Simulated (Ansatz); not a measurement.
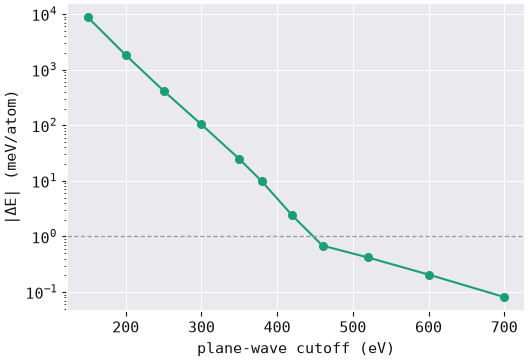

Scan of the plane-wave cutoff (density cutoff scaled with it).
The run: Ta$_{2}$N (P-31m, 9 atoms in the cell), by DFT PBEsol, scalar-relativistic, plane waves, PAW (Ansatz); 12×12×8 k-mesh, Gaussian smearing of 0.1 eV.
ΔE is the free energy less its value at the largest setting, 850 eV.
Dashed lines or grey bands mark the tolerance: 1 meV/atom.
The atoms sit off their equilibrium sites.
Values: 150 eV, 200 eV, 250 eV, 300 eV, 350 eV, 380 eV, 420 eV, 460 eV, 520 eV, 600 eV, 700 eV and 850 eV.

**What is enough for the free energy to 1 meV/atom?**

The free energy is within 1 meV/atom of the largest setting's value from 460 eV on. It is off by 8700 meV/atom at 150 eV, 100 meV/atom at 300 eV and 2.4 meV/atom at 420 eV (always above it). The smaller bases give higher energies, which fall towards the limit as the basis grows.
